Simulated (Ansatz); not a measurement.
Structure of Al:

```xyz
2
Lattice="2.8484 0.0000 0.0000 -1.4242 2.4668 0.0000 0.0000 0.0000 4.7272" Properties=species:S:1:pos:R:3 pbc="T T T"
Al    0.0000    1.6445    3.5454
Al    1.4242    0.8223    1.1818
```

It is based on the end point of a relaxation at fixed volume with DFT PBE, spin-orbit coupling, plane waves, PAW in Ansatz; the starting structure was generated, so it need not be a known form of this composition.

Q: Where will the first 4 clear peaks of its X-ray PDF lie (peak width σ = 0.08 Å), and from which pairs do they come?

A: 1. 2.86 Å: Al–Al at 2.85–2.88 Å
2. 4.05 Å: Al–Al at 4.05 Å
3. 4.94 Å: Al–Al at 4.93–4.95 Å
4. 5.53 Å: Al–Al at 5.52–5.70 Å

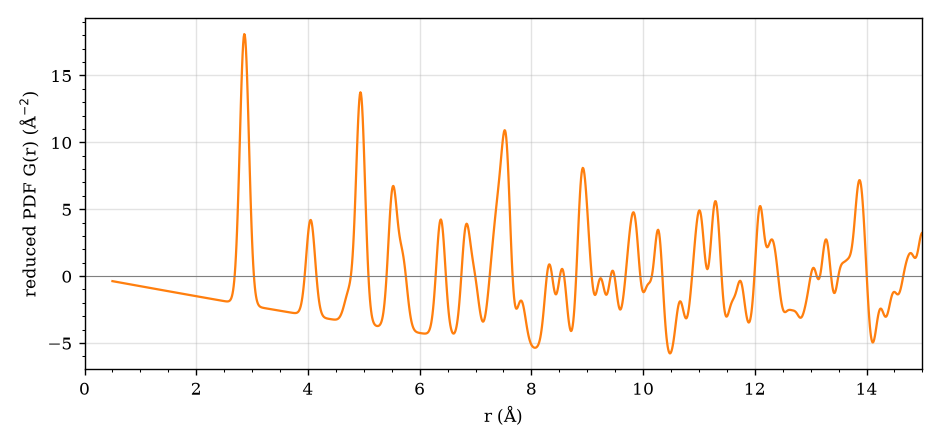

The curve is a calculated X-ray PDF: distances of the static structure, each pair weighted by the product of the atomic numbers (X-ray weights at Q = 0), broadened by Gaussians with σ = 0.08 Å, damped by exp(−(Q_damp r)²/2) with Q_damp = 0.060 Å⁻¹. No termination ripples are included.
